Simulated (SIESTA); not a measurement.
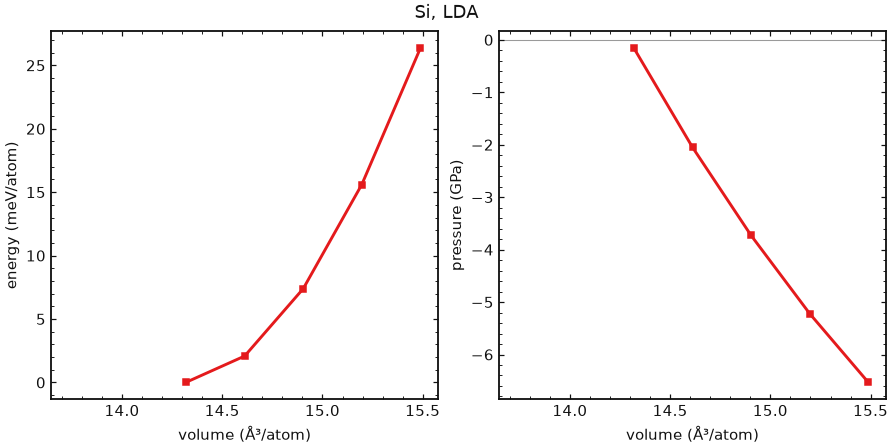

The figure shows the energy and pressure against volume for Si, space group Cmce (No. 64).

Cell as given: a = 5.078 Å, b = 5.078 Å, c = 5.183 Å, α = 90.00°, β = 90.00°, γ = 61.00°; 8 atoms.

Calculation (SIESTA 5.4.2): DFT in numerical atomic orbitals with pseudopotentials, no spin polarisation; energies at scaled volumes of the given cell, shape and fractions fixed, counted from the fit's minimum, third-order Birch-Murnaghan fit. Level: LDA.

```json
{"setting": "k mesh", "value": "4×4×4"}
{"setting": "occupations", "value": "Fermi–Dirac"}
{"setting": "smearing width", "value": "0.05 eV"}
{"setting": "potentials", "value": "PseudoDojo 0.4 standard, converted to PSML, two zetas on semicore shells"}
{"setting": "program settings", "value": "basis DZP, mesh cutoff 500 Ry"}
```

The points at volume 13.73 Å³/atom and 14.03 Å³/atom are left out of the plot. What values does the calculation give there?

```csv
volume (Å³/atom),energy (meV/atom),pressure (GPa)
13.73,7.18,4.26
14.03,1.58,1.94
```

Note: mulliken charges of long orbitals; shape and atomic fractions are frozen while scaling, which makes layered, chain and framework solids too stiff.
